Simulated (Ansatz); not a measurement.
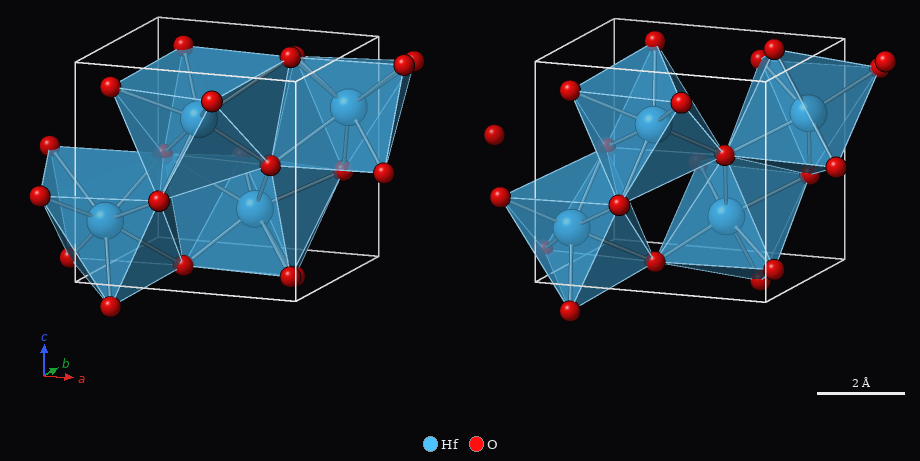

Two geometries of crystalline HfO2 (set up in Pca2_1), drawn at one scale. One is the start of a relaxation, the other its converged end. Style: polyhedral. Shown: the cell of the calculation, slightly off an axis.

The calculation used DFT r2SCAN, scalar-relativistic, plane waves, PAW (Ansatz 0.2.0). Settings: plane-wave cutoff 500 eV; k-point mesh 6 × 6 × 6; occupations gaussian; smearing width 0.02 eV; no spin polarisation; cell relaxed at fixed volume; force threshold 0.01 eV/Å; at most 30 steps.

**Which of the two is the end point?**

The right one is the relaxed one. Case: volume × 1.10, shape and atoms relaxed. The largest moves relative to the cell, 0.46 Å, are those of O atoms. Largest moves by element: O 0.46 Å, Hf 0.24 Å. The drawn cell changes at constant volume: a 5.491 → 5.736 Å (+4.5 %), b 5.142 → 4.905 Å (−4.6 %), c 5.202 → 5.220 Å (+0.3 %). Some distances before and after: Hf–O 2.553 → 3.285 Å, Hf–Hf 3.494 → 3.315 Å, Hf–O 2.293 → 2.169 Å, Hf–O 2.121 → 2.036 Å. Bond angles that change, for instance: O–Hf–O 137.4° → 157.3°, O–Hf–O 115.5° → 96.2°, Hf–O–Hf 112.8° → 127.6°. The space group (tolerance 0.01 Å) goes from Pca2_1 (No. 29) to Pbcn (No. 60). The energy falls by 48.2 meV per atom in 5 accepted moves (6 points after the start). Largest force component: 0.18 eV/Å at the start, 0.0067 eV/Å at the end. Pressure: −15.21 GPa at the start and 0.20 GPa at the end. At 1 point the geometry stayed and the basis and grid were re-selected for the new cell (energy shift of less than 0.05 meV per atom at most each time).
